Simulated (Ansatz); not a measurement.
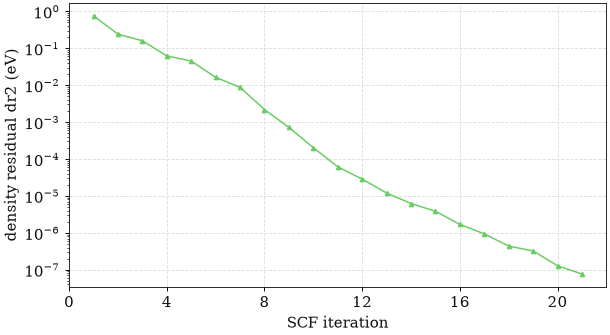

The plot shows the SCF iterations of a calculation: density residual dr2. The starting density is a sum of atomic densities corrected by a trained network.

HfN (18 atoms in the cell), run with Ansatz.

```
crystal:
  lattice:
    - [13.6, 0.0, 0.0]
    - [0.0, 12.5, 0.0]
    - [0.0, 0.0, 8.400365375]
  atoms:
    - { symbol: Hf, position: [0.6382859194, 0.5, 0.0058264658] }
    - { symbol: Hf, position: [0.3312028349, 0.5, 0.6268603406] }
    - { symbol: "N", position: [0.4366054123, 0.5, 0.7906452808] }
    - { symbol: Hf, position: [0.4534872929, 0.5, 0.3264683549] }
    - { symbol: "N", position: [0.3760898186, 0.5, 0.1186574607] }
    - { symbol: "N", position: [0.5973449281, 0.5, 0.5024365473] }
    - { symbol: Hf, position: [0.4568858323, 0.3854976186, 0.996111453] }
    - { symbol: Hf, position: [0.6560966514, 0.3769794514, 0.3482454522] }
    - { symbol: Hf, position: [0.5312974929, 0.6211247224, 0.6440747173] }
    - { symbol: "N", position: [0.5496822804, 0.3805789214, 0.1983197204] }
    - { symbol: "N", position: [0.3993864725, 0.6121445414, 0.5074194426] }
    - { symbol: "N", position: [0.5925307332, 0.6274762364, 0.8703819894] }
    - { symbol: Hf, position: [0.4568858323, 0.6145023814, 0.996111453] }
    - { symbol: Hf, position: [0.6560966514, 0.6230205486, 0.3482454522] }
    - { symbol: Hf, position: [0.5312974929, 0.3788752776, 0.6440747173] }
    - { symbol: "N", position: [0.5496822804, 0.6194210786, 0.1983197204] }
    - { symbol: "N", position: [0.3993864725, 0.3878554586, 0.5074194426] }
    - { symbol: "N", position: [0.5925307332, 0.3725237636, 0.8703819894] }
basis:
  ecutwfc: 420
kpoints:
  mp_grid: { grid: [1, 1, 1] }
hamiltonian:
  xc: pbe
scf:
  occupations: { method: gaussian, width: 0.05 }
  max_iter: 100
output:
  forces: true
  eigenvalues: true
  stress: true
```

Launched with:
```bash
ansatz run input.yaml --threads 4 --pin off --max-ram 11264MiB --backend cpu --events-out ev --progress --plain --runs-dir out
```

**How did this run end?**

Converged, in 21 iterations. The residual falls at every step.

**Read the residual at the first and at the last step drawn.**

It starts near 0.8 and ends near 8 × 10⁻⁸ eV.

**Is anything amiss with this input?**

The input holds a fault (one k-point for a small cell). The SCF closed all the same, which doesn't make the results meaningful for the real system.
